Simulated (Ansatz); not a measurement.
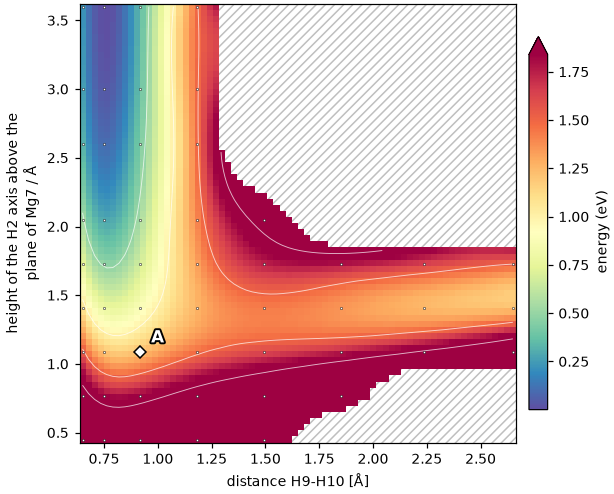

H₂ on a Mg(100) slab cut from the P6_3/mmc phase, its upper half relaxed before the scan (8 atoms of substrate and one adsorbate in a 2 × 1 cell). 
- H2 lies flat over one site of a rigid substrate while its bond length and height are varied; it sits over a hollow site, heights counted from the top plane, its axis along the first surface vector.
- First axis: distance H9-H10. Second axis: height of the H2 axis above the plane of Mg7.
- Grid: 8 × 9 points. At 20 points there is no value (left out: too close to the surface, or the stretched molecule far from it).
- Points are written as (first, second).
- Energies are in eV, from the lowest grid point.
- Level of theory: DFT PBE, scalar-relativistic, plane waves, PAW (Ansatz 0.2.0). Settings: cutoff 420 eV, k-mesh 4×5×1, gaussian smearing 0.1 eV, no spin polarisation.

The picture shows a smooth colour map with a few white contour lines, dots at the grid points, one colour for all values above the top of the scale, hatched blanks where no value was computed, the point A. Between grid points the surface is interpolated.

### Which way does the force act at A, and how strong is it?

A, at (0.919 Å, 1.09 Å), is not a stationary point. The computed force is 0.86 eV for each Å towards smaller values of distance H9-H10 and 1.5 eV for each Å towards larger values of the second coordinate.
